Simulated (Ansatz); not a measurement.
# Geometry relaxation of ZnS (part 2 of 2)

ZnS (F-43m, 2 atoms in the cell); DFT PBEsol, scalar-relativistic, plane waves, PAW, no spin polarisation (Ansatz 0.2.0); cutoff 420 eV, 10×10×10 k-mesh, Gaussian smearing of 0.02 eV. The structure derives from an entry of the Crystallography Open Database.

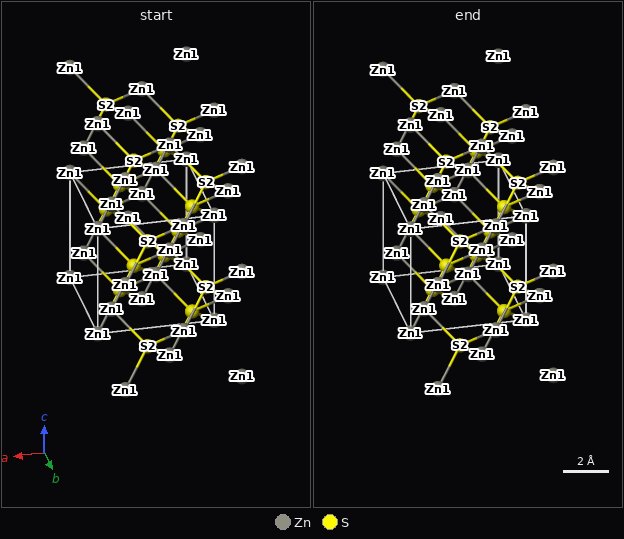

Before (left) and after (right) the relaxation, at one scale (ball-and-stick view of the cell 4 times as large as that of the calculation, set on its symmetry axes, repeated 1 × 2 × 2, seen at an oblique angle). Over 3 geometry steps the energy falls by 4.2 meV per atom. All forces vanish by symmetry, so only the cell relaxes. Pressure: −2.18 GPa at the start and 0.00 GPa at the end. The atoms keep their places relative to the cell (all moves are under 0.005 Å). The volume changes by −2.9 %, with a = b = c 5.409 → 5.357 Å (−1.0 %). Among the contacts that change: Zn1–S2 2.342 → 2.319 Å. The space group stays F-43m (No. 216). A last SCF at the same geometry on a re-selected plane-wave basis shifts the energy by +0.2 meV per atom. (Atoms are counted from 1 in the order of the input.)

```
basis re-selected at this cell: Δ(F+E_penalty+E_count) = +4.189e-4 eV, ΔP = -0.001 GPa vs the last step (what re-selecting the basis moved, of the pressure what is left beyond the Pulay correction that the steps carried, after the strain that the cell walked since its last selection, with what the two solves' SCF thresholds leave and, on support functions, any second-order correction that the steps lacked; it is no measure of the basis error at this ecutwfc). This SCF's stress stands 2.45e-3 GPa from its target on what of the cell is left free (relax.cell.stress_tol is 5.00e-2 GPa) and its largest allowed force component is 5.55e-17 eV/Å (relax.f_tol is 5.00e-3 eV/Å): within both
SCF converged after 6 iterations
Free energy (F): -4167.440480 eV
Harris-Foulkes:  -4167.440480 eV  (|F-HF|=0.00e0)
Internal energy: -4167.440480 eV  (E = F + TS)
E sigma→0 (E₀):  -4167.440480 eV
Fermi energy:    7.078816 eV
--- Per-component energies (eV) ---
  E_band       = 7.294319
  E_kinetic    = 238.638754
  E_local      = -2024.356244  (includes V_loc(G=0)·N_el)
  E_nonlocal   = 643.841397
  E_hartree    = 845.199253
  E_xc         = -232.134394
  E_vxc        = -140.341424  (∫ρ·V_xc dr)
  E_paw        = -2374.998541  (= ΣΔE_a)
  E_vpaw       = -400.886306  (= ΣTr[D̂ρ^β])
  E_aug_tail   = -0.000370  (compensation charges beyond the density's cutoff)
  E_ewald      = -1264.489639
  E_core_change = 0.859304  (= ΣΔE_core)
  E_smearing   = -0.000000  (= −TS)
  E_closure    = 0.000000  (closes the sum)
  Σ components = -4167.440480   (vs F -4167.440480, Δ=0.00e0)
--- Forces (eV/Å), atoms counted from 1 ---
  atom   1  Zn    -0.00000000    -0.00000000    -0.00000000
  atom   2  S      0.00000000     0.00000000     0.00000000
  max |Σ_I F_I| component: 3.70e-17 eV/Å
--- Stress (GPa, compression-positive) ---
       -0.002447       0.000000      -0.000000
       -0.000000      -0.002447       0.000000
       -0.000000       0.000000      -0.002447
  P = ⅓ Tr σ = -0.0024 GPa (-0.024 kbar)
--- Band table (eV; the first three rows and the last of 47) ---
  k-point 0: bands = ["-7.3080", "-0.4480", "-0.4480", "-0.4480", "0.0832", "0.0832", "6.0360", "6.0360", "6.0360", "8.1215", "12.2881", "12.2881", "12.2881"]
  k-point 1: bands = ["-7.2276", "-0.4507", "-0.4334", "-0.4334", "0.0818", "0.0818", "5.2121", "5.9323", "5.9323", "8.7483", "12.2035", "12.4655", "12.4655"]
  k-point 2: bands = ["-7.0053", "-0.4397", "-0.3973", "-0.3973", "0.0815", "0.0815", "3.8078", "5.6818", "5.6818", "9.3849", "12.4679", "12.8154", "12.8154"]
  k-point 46: bands = ["-5.9701", "-0.3406", "-0.1435", "-0.0232", "0.0790", "0.4946", "1.2770", "3.1559", "3.2204", "11.1764", "11.7723", "14.3196", "14.4584"]
--- Relaxed structure (4 steps of the walk, 4 accepted, 1 SCFs on fresh bases) ---
  F+E_penalty+E_count = -4167.44048027 eV   max|allowed force component| = 5.551e-17 eV/Å   (the final SCF, on the basis selected at the relaxed cell)
  cell:  # Å, volume = 38.4227 Å³
    - [2.2674405546385374e-33, -2.6782590744671104, -2.6782590744671104]
    - [2.6782590744671104, -6.1144464394747085e-33, -2.6782590744671104]
    - [2.6782590744671104, -2.6782590744671104, -4.942510871908722e-33]
  atoms:
    - { symbol: Zn, position: [7.951571446332846e-34, -7.209820378577916e-34, -9.405403539132508e-34] }
    - { symbol: S, position: [0.7499999999999998, 0.7499999999999998, 0.7499999999999998] }
```

## Trajectory as extended XYZ (Å, eV, eV/Å), 5 frames, from step=1 to step=5
```
2
Lattice="0.0000 -2.7046 -2.7046 2.7046 0.0000 -2.7046 2.7046 -2.7046 0.0000" Properties=species:S:1:pos:R:3:forces:R:3 step=1 energy=-4167.43246 pressure_GPa=-2.18
Zn    0.0000    0.0000    0.0000    0.0000   0.0000   0.0000
S     4.0570   -4.0570   -4.0570    0.0000   0.0000   0.0000
2
Lattice="0.0000 -2.6893 -2.6893 2.6893 0.0000 -2.6893 2.6893 -2.6893 0.0000" Properties=species:S:1:pos:R:3:forces:R:3 step=2 energy=-4167.43928 pressure_GPa=-0.95
Zn    0.0000    0.0000    0.0000    0.0000   0.0000   0.0000
S     4.0340   -4.0340   -4.0340    0.0000   0.0000   0.0000
2
Lattice="0.0000 -2.6777 -2.6777 2.6777 0.0000 -2.6777 2.6777 -2.6777 0.0000" Properties=species:S:1:pos:R:3:forces:R:3 step=3 energy=-4167.44091 pressure_GPa=0.05
Zn    0.0000    0.0000    0.0000    0.0000   0.0000   0.0000
S     4.0165   -4.0165   -4.0165    0.0000   0.0000   0.0000
2
Lattice="0.0000 -2.6783 -2.6783 2.6783 0.0000 -2.6783 2.6783 -2.6783 0.0000" Properties=species:S:1:pos:R:3:forces:R:3 step=4 energy=-4167.44090 pressure_GPa=-0.00
Zn    0.0000    0.0000    0.0000    0.0000   0.0000   0.0000
S     4.0174   -4.0174   -4.0174    0.0000   0.0000   0.0000
2
Lattice="0.0000 -2.6783 -2.6783 2.6783 0.0000 -2.6783 2.6783 -2.6783 0.0000" Properties=species:S:1:pos:R:3:forces:R:3 step=5 energy=-4167.44048 pressure_GPa=-0.00
Zn    0.0000    0.0000    0.0000    0.0000   0.0000   0.0000
S     4.0174   -4.0174   -4.0174    0.0000   0.0000   0.0000
```

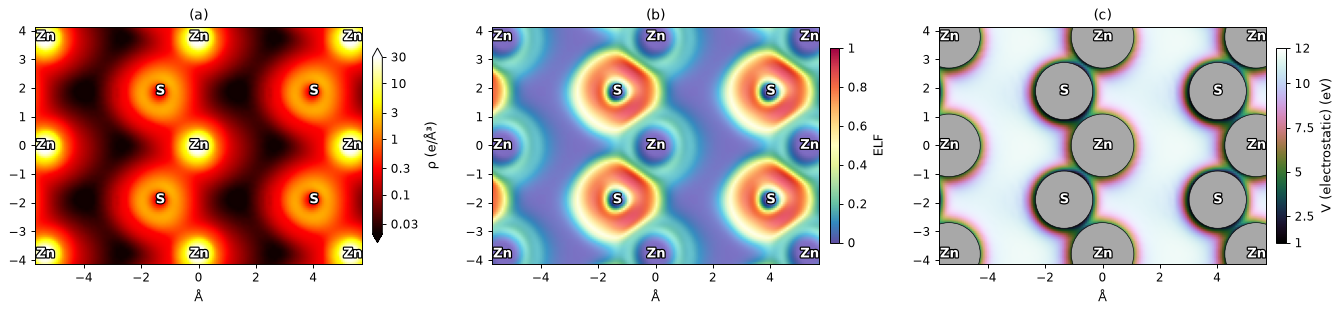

(a) valence pseudo-density; (b) ELF; (c) electrostatic potential energy of an electron on the (101) plane of the conventional cell. Grey discs, where drawn, cover atomic cores. The section cuts through Zn and S sites. Zn–S (2.32 Å): the density is about 0.53 e/Å³ at the midpoint; the ELF is about 0.55 at the midpoint. Away from the nuclei the density in this plane falls to 0.02 e/Å³ at its lowest. Outside the cores the potential energy rises away from the atoms and is highest about 2.3 Å from the nearest atoms; outside the discs it spans about 10 eV, and its zero is arbitrary. The fields are those of the smooth PAW valence density.

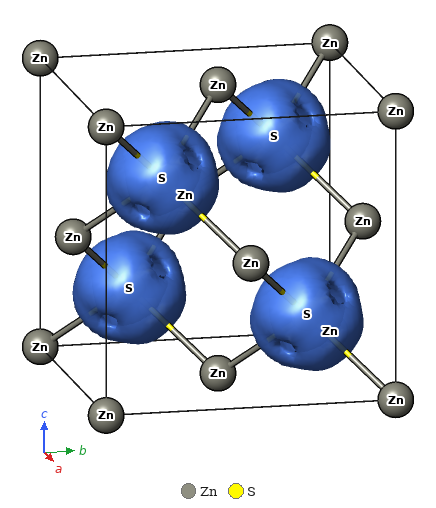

Isosurface of the ELF at 0.8 (blue), seen slightly off an axis. Core shells and regions of very low density are left out. Sticks mark near contacts. The outline is the cell set on symmetry axes. Along the contacts the grid gives the following. Zn–S (2.32 Å): the ELF is about 0.55 at the midpoint.

The run was set up as follows.

## Input
```yaml
crystal:
  lattice:
    - [0.0, -2.70465, -2.70465]
    - [2.70465, 0.0, -2.70465]
    - [2.70465, -2.70465, 0.0]
  atoms:
    - { symbol: Zn, position: [0.0, 0.0, 0.0] }
    - { symbol: S, position: [0.75, 0.75, 0.75] }
basis:
  ecutwfc: 420
kpoints:
  mp_grid: { grid: [10, 10, 10] }
hamiltonian:
  xc: pbesol
scf:
  occupations: { method: gaussian, width: 0.02 }
output:
  forces: true
  stress: true
  eigenvalues: true
  write_density: true
  write_potential: true
  elf: true
  volumetric_format: npy
relax:
  adjacent_minimum: "off"
  f_tol: 0.005
  max_steps: 80
  cell: { stress_tol: 0.05 }
```

Launched with:
```bash
ansatz run input.yaml --threads 2 --pin off --max-ram 5120MiB --backend cpu --events-out ev --progress --plain --runs-dir out
```

## Key numbers

| quantity | value |
| --- | --- |
| outcome | converged |
| space group (tolerance 0.01 Å) | F-43m (216) |
| electrons treated | 18 |
| free energy | −4167.4405 eV |
| Fermi energy | 7.079 eV |
| gap on the k-point mesh | 2.09 eV |
| pressure | 0.00 GPa |
| final volume | 38.42 Å³ |
| largest force (length of the vector) at the end | under 0.001 eV/Å |
| final cell | a = 3.788 Å, b = 3.788 Å, c = 3.788 Å, α = 60.00°, β = 60.00°, γ = 60.00° |
| hardware | 2 threads of AMD EPYC (Zen 5), 32 GiB of memory available, shared host |
| wall time | 2.3 s (CPU time 4.4 s) |
| peak memory | 0.41 GiB |
